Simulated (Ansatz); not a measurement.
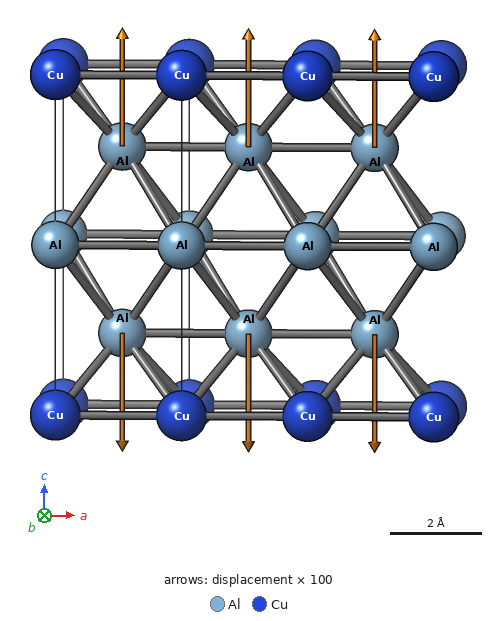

A relaxation of a crystal of Al3Cu (set up in P4/mmm). The starting structure is drawn; orange arrows show the displacements (the part carried along by the change of the cell is left out), magnified 100 times.

Style: ball-and-stick. Shown: the cell of the calculation, repeated 3 × 1 × 1 with one cell outlined, from a free direction.

Case: relaxed functional: r2SCAN.

Theory: Ansatz, DFT r2SCAN, scalar-relativistic, plane waves, PAW.

Input file:
```yaml
crystal:
  lattice:
    - [2.7784054294, 0.0, 0.0]
    - [0.0, 2.7784054294, 0.0]
    - [0.0, 0.0, 7.51340341]
  atoms:
    - { symbol: Al, position: [0.0, 0.0, 0.5] }
    - { symbol: Al, position: [0.5, 0.5, 0.22611551] }
    - { symbol: Al, position: [0.5, 0.5, 0.77388449] }
    - { symbol: Cu, position: [0.0, 0.0, 0.0] }
basis:
  ecutwfc: 500
kpoints:
  mp_grid: { grid: [16, 16, 6] }
hamiltonian:
  xc: r2scan
scf:
  occupations: { method: gaussian, width: 0.1 }
output:
  forces: true
  stress: true
  eigenvalues: true
relax:
  adjacent_minimum: "off"
  f_tol: 0.01
  max_steps: 60
  cell: { stress_tol: 0.05 }
```

Command:
```bash
ansatz run input.yaml --threads 1 --pin off --max-ram 2560MiB --backend cpu --events-out ev --progress --plain --runs-dir out
```

Q: Which element moves most?

A: Aluminium: up to 0.026 Å, against 0.000 Å for copper.

Q: What did the optimiser do to the structure, and how much energy did it gain?

A: The largest moves relative to the cell, 0.026 Å, are those of Al2 and Al3. Al3 goes along +c. Cu stays in place. Cell: a = b 2.778 → 2.774 Å (−0.2 %), c 7.513 → 7.592 Å (+1.0 %). Volume +0.7 %. Near-neighbour distances that change, for instance: Al1–Al2 2.845 → 2.878 Å, Al2–Cu4 2.597 → 2.589 Å, Al1–Al1 2.778 → 2.774 Å, Cu4–Cu4 2.778 → 2.774 Å. The space group stays P4/mmm (No. 123). Over 2 accepted moves (3 points after the start) the energy falls by 1.7 meV per atom. The largest force component goes from 0.15 to 0.0012 eV/Å. Pressure: 0.49 GPa at the start and −0.02 GPa at the end. The SCF was repeated once at an unchanged geometry on a basis and grid sized afresh for the cell, which shifted the energy by less than 0.05 meV per atom at most.
